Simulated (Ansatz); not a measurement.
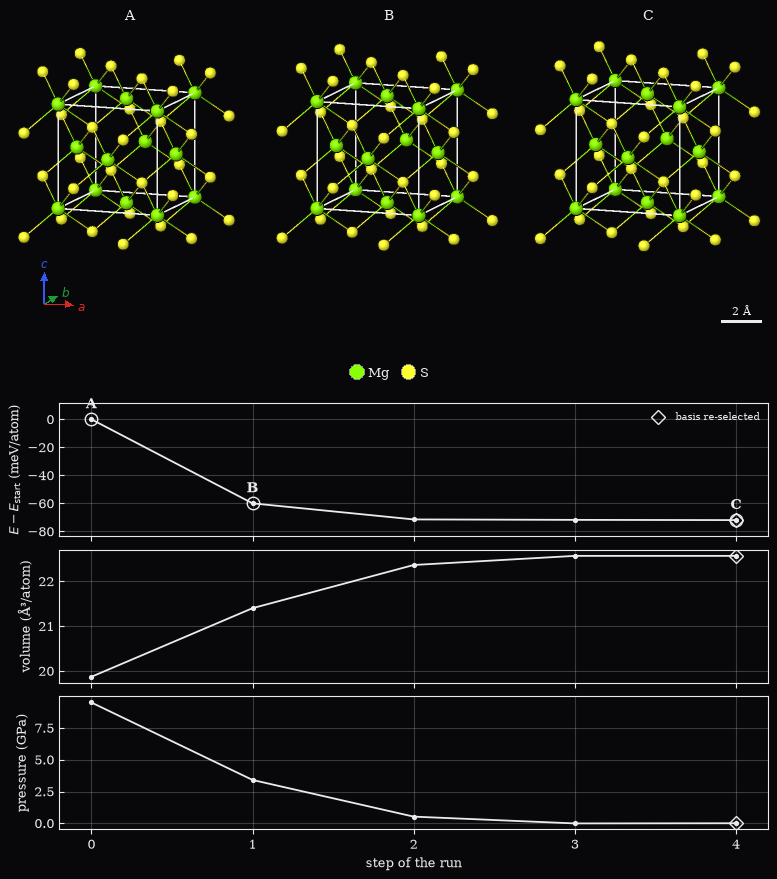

Frames of a relaxation of crystalline MgS (built on the zincblende type), marked on the history of the run. The picture is a ball-and-stick view of the conventional cell (4 times the calculation's cell), seen slightly off an axis. Lengths and directions refer to the drawn axes.

The calculation used DFT, PBEsol, plane waves, PAW (Ansatz 0.2.0). Set-up: plane-wave cutoff 420 eV; k-point mesh 6 × 6 × 6; occupations fermi dirac; smearing width 0.03 eV; no spin polarisation; cell and atoms relaxed; force threshold 0.01 eV/Å; at most 120 steps.

What happens along the run?

Answer. Over 3 accepted moves (4 points after the start) the energy falls by 71.9 meV per atom. All forces vanish by symmetry, so only the cell relaxes. Pressure: 9.50 GPa at the start and 0.00 GPa at the end. At 1 point the geometry stayed and the basis and grid were re-selected for the new cell (energy shift of 0.2 meV per atom at most each time). No atom moves by more than 0.005 Å relative to the cell. The drawn cell changes as follows: a = b = c 5.417 → 5.652 Å (+4.3 %); the volume changes by +13.6 %. Some distances before and after: Mg–S 2.346 → 2.447 Å. The space group stays F-43m (No. 216). From step 0 to 1: volume +7.7 %, energy −59.9 meV per atom. From step 1 to 4: volume +5.4 %, energy −12.0 meV per atom.
